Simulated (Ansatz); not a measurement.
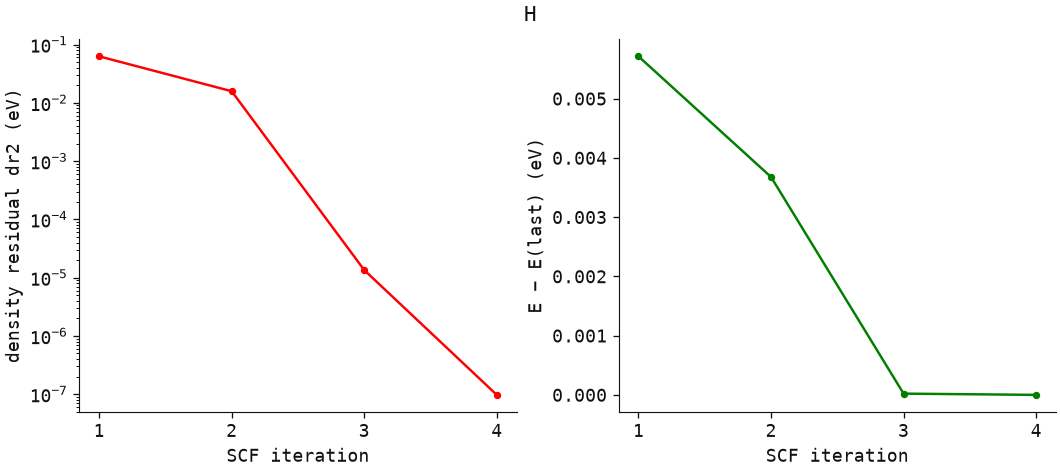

The plot shows the SCF iterations of a calculation: density residual dr2, Harris–Foulkes energy less its last value.

H (2 atoms in the cell), run with Ansatz.

```
crystal:
  lattice:
    - [0.0, 1.4752195453, 1.4752195453]
    - [1.4752195453, 0.0, 1.4752195453]
    - [1.4752195453, 1.4752195453, 0.0]
  atoms:
    - { symbol: H, position: [0.0, 0.0, 0.0] }
    - { symbol: H, position: [0.25, 0.25, 0.25] }
kpoints:
  mp_grid: { grid: [14, 13, 15] }
scf:
  occupations: { method: fermi_dirac, width: 0.05 }
  max_iter: 60
hamiltonian:
  xc: pbe
  pseudopotentials: { kind: all_electron, lapw: { basis_error: 0.00025 } }
output:
  forces: true
  stress: true
  eigenvalues: true
```

Command:
```bash
ansatz run input.yaml --threads 1 --pin off --max-ram 2048MiB --backend cpu --events-out ev --progress --plain --runs-dir out
```

Question: How did this run end?

Answer: The run converged; it took 4 iterations. The residual falls at every step.

Question: What is the residual at the start and at the end?

Answer: It starts near 0.06 and ends near 10⁻⁷ eV.

Question: Is anything amiss with this input?

Answer: The input holds an odd setting (a mesh that breaks the symmetry). The SCF closed; whether the result suffers can't be told from this run alone.
